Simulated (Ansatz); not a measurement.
## Electronic structure of In$_{4}$P$_{5}$ (slab) in real space

Input file:

```
crystal:
  lattice:
    - [4.1565024009, 0.0, 0.0]
    - [0.0, 4.1565024009, 0.0]
    - [0.0, 0.0, 26.7563641348]
  atoms:
    - { symbol: P, position: [0.0, 0.5, 0.2803071435] }
    - { symbol: In, position: [0.5, 0.5, 0.3352303576] }
    - { symbol: P, position: [0.5, 0.0, 0.3901535717] }
    - { symbol: In, position: [0.0, 0.0, 0.4450767859] }
    - { symbol: P, position: [0.0, 0.5, 0.5] }
    - { symbol: In, position: [0.5, 0.5, 0.5549232141] }
    - { symbol: P, position: [0.5, 0.0, 0.6098464283] }
    - { symbol: In, position: [0.0, 0.0, 0.6647696424] }
    - { symbol: P, position: [0.0, 0.5, 0.7196928565] }
basis:
  ecutwfc: 500
kpoints:
  mp_grid: { grid: [8, 8, 1] }
hamiltonian:
  xc: r2scan
scf:
  occupations: { method: gaussian, width: 0.05 }
output:
  forces: true
  stress: true
  eigenvalues: true
  write_density: true
  write_potential: true
  elf: true
  volumetric_format: npy
efield:
  axis: 3
  dipole_correction: true
  ramp_width: 0.04
```

Run with:

```sh
ansatz run input.yaml --threads 1 --pin off --max-ram 2560MiB --backend cpu --events-out ev --progress --plain --runs-dir out
```

Not relaxed (largest force 0.4 eV/Å); computed without spin polarisation.

Computed with DFT r2SCAN, scalar-relativistic, plane waves, PAW (Ansatz 0.2.0).

Core electrons are frozen (PAW), and the valence fields are smoothed inside the atomic spheres.

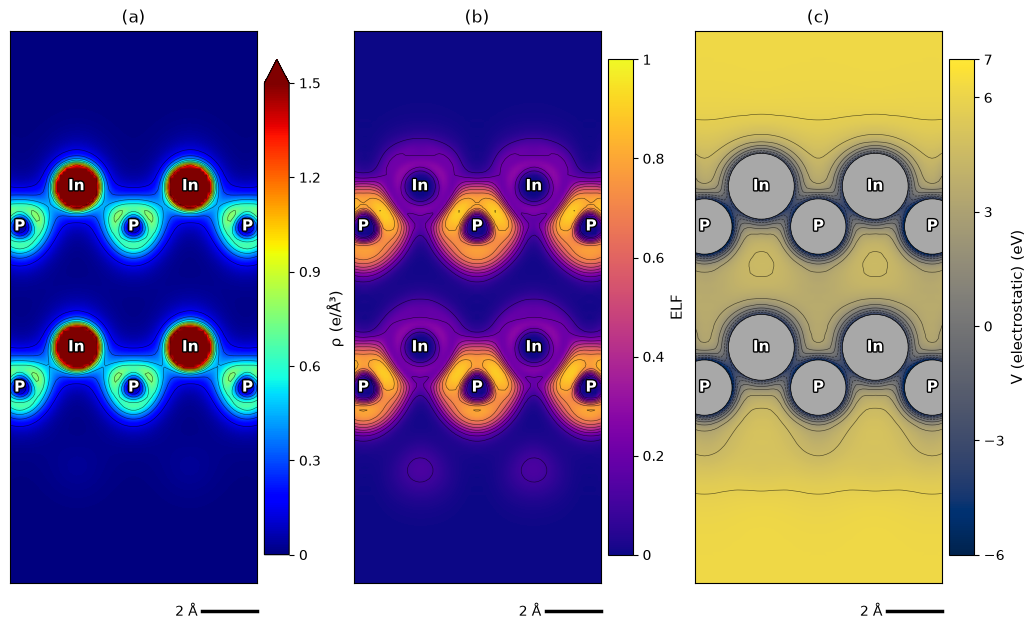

Figure 1. (a) valence pseudo-density; (b) electron localisation function; (c) electrostatic potential (local pseudopotential plus Hartree) felt by an electron on the (010) plane of the calculation cell, a cut from vacuum to vacuum. Grey discs cover the atomic cores in the potential map.

### Describe what can be read from this map.

- The plane passes through P and In nuclei.
- In–P (2.55 Å): ρ is about 0.44 e/Å³ halfway; the ELF peaks at about 0.90 in the valence shell of P, 0.9 Å from its nucleus, and is about 0.55 at the midpoint.
- The density dies away to nearly zero in the vacuum.
- Outside the cores the potential energy rises away from the atoms and is highest in the vacuum; its zero is arbitrary.

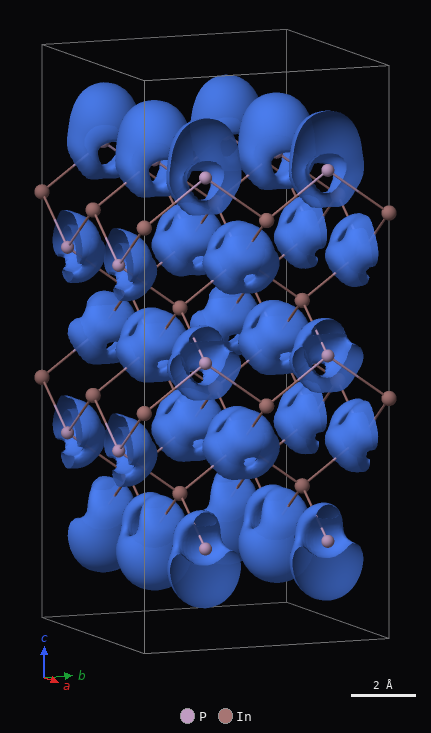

Figure 2. Isosurface of the ELF at 0.75 (blue), seen slightly off an axis. Core shells and regions of very low density are left out. Sticks mark near contacts.

### Describe the localisation domains.

The ELF exceeds this value in five regions wrapped around P (the valence shell of each), counted in one cell of 9 atoms. Counts are for one cell; the picture repeats the cell along the surface.

### Does the calculation give a band gap?

It is gapless in this calculation (a metal or semimetal).
